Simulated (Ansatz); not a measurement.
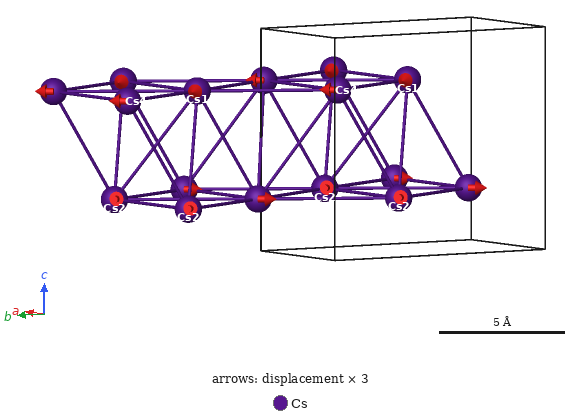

A symmetric starting cell of Cs. The red arrows show how the atoms are displaced (without the part that the change of the cell carries along), magnified 3 times. Besides, the cell is strained by +3.4 % along b, +0.3 % along a, −4.2 % along c (volume −0.6 %). A ball-and-stick model of the cell of the calculation, repeated 2 × 2 × 1 with one cell outlined, seen from a free direction.

The calculation used DFT PBE, scalar-relativistic, plane waves, PAW (Ansatz 0.2.0). Set-up: plane-wave cutoff 420 eV; k-point mesh 8 × 4 × 6; occupations gaussian; smearing width 0.1 eV; no spin polarisation.

> How are the atoms displaced, and what does the calculation give?

Atoms are displaced by 0.25 Å relative to the cell. No relaxation follows. The starting cell wasn't computed here and needn't be at equilibrium, so pressure and forces aren't due to the change alone. Some distances before and after: Cs–Cs 5.626 → 5.211 Å, Cs–Cs 5.791 → 6.117 Å, Cs–Cs 5.354 → 5.481 Å, Cs–Cs 5.741 → 5.676 Å. The space group stays Pbcm (No. 57). The pressure is −0.1 GPa (not all of it need come from the change, since the unchanged cell can be under pressure at this level too). The principal stresses (compression positive) are 0.1 GPa along c and −0.1 GPa across it. The largest forces, 0.053 eV/Å, act on 4 Cs atoms of the calculation's cell. The forces mostly point back along the displacements (cosine −0.86).
